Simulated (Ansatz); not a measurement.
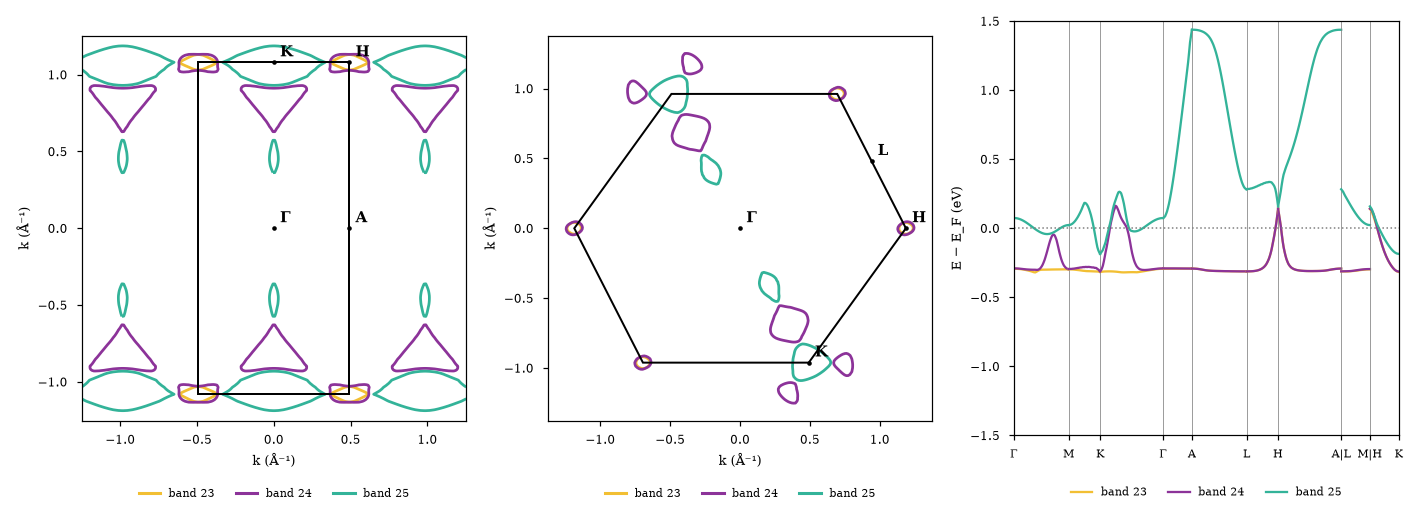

Yb in space group P6_3/mmc: cuts through the Fermi surface in the plane through Γ, A and K and the plane through Γ, H and L, and the bands that cross the Fermi level.

The calculation used DFT PBEsol, scalar-relativistic, plane waves, PAW; levels and slopes on a dense k mesh at the converged density in Ansatz 0.2.0. Started with collinear moments, which vanished: the result is non-magnetic and both spins have the same bands. The levels come from a k mesh of 36×36×16 points. Cell and positions as given, without relaxation (residual pressure −3 GPa).

Q: For each band, read its level at the labelled points (eV from the Fermi level).

A:
```json
{"band": "band 23", "Γ": "−0.29", "A": "−0.29", "K": "−0.32", "H": "+0.14", "M": "−0.30", "L": "−0.31"}
{"band": "band 24", "Γ": "−0.29", "A": "−0.29", "K": "−0.31", "H": "+0.14", "M": "−0.29", "L": "−0.31"}
{"band": "band 25", "Γ": "+0.07", "A": "+1.44", "K": "−0.18", "H": "+0.16", "M": "+0.02", "L": "+0.28"}
```

Negative values are filled states.

The f shell has no Hubbard term here, so f bands at the Fermi level, and with them the metal itself, can be an artefact. Spin-orbit coupling is left out; with Yb it can split, shift or remove sheets.
